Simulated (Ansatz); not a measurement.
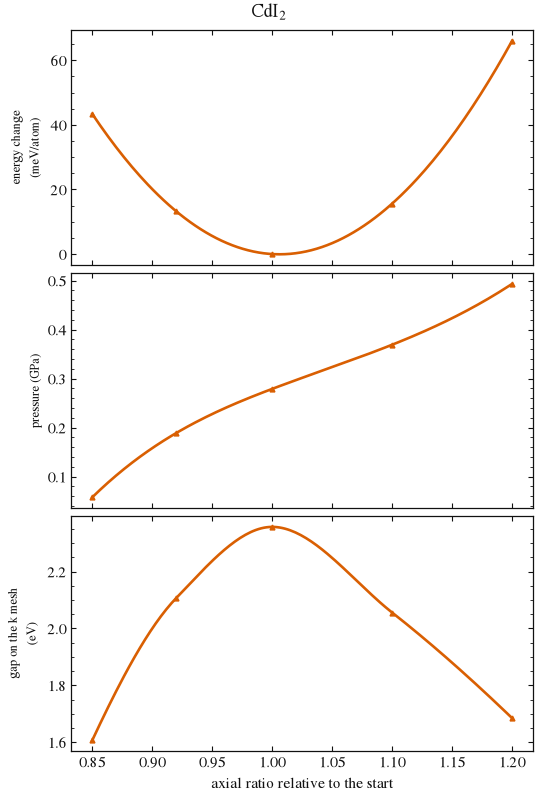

**Figure.** Energy change, pressure and gap on the k mesh against relative axial ratio for CdI₂, space group P-3m1 (No. 164).

The energy change is 43.37 meV/atom at relative axial ratio 0.85 and 65.97 meV/atom at 1.20; the lowest computed point is at relative axial ratio 1.00 (0.00 meV/atom), and no other minimum shows among the points. The pressure rises from 0.058 GPa at relative axial ratio 0.85 to 0.493 GPa at 1.20. The gap on the k mesh stays open and runs from 1.607 eV at relative axial ratio 0.85 to 1.685 eV at 1.20, with its largest value, 2.357 eV, at 1.00.

Computed with Ansatz 0.2.0: deformation of a crystal at fixed volume, lengths along the axis scaled against those across it, fractional coordinates fixed, by plane-wave density functional theory with PAW datasets, free energies less that of the undisturbed cell, pressure positive in compression; scalar-relativistic. Level: PBE with D3(BJ), no spin polarisation.

wave cutoff 420 eV; k mesh 9×9×6; occupations Gaussian; smearing width 0.05 eV; k shift (0, 0, 0) (mesh steps); start as given; path axial; axis direction (0, 0, 1) (Cartesian unit vector).

Starting cell:
```xyz
3
Lattice="4.2440 0.0000 0.0000 -2.1220 3.6754 0.0000 0.0000 0.0000 6.8590" Properties=species:S:1:pos:R:3 pbc="T T T"
Cd    0.0000    0.0000    0.0000
I     0.0000    2.4503    1.7093
I     2.1220    1.2251    5.1497
```

Caveats: odd k mesh can miss points on the zone edge; reference crystal is not relaxed; shape and atomic fractions are frozen while scaling, which makes layered, chain and framework solids too stiff.
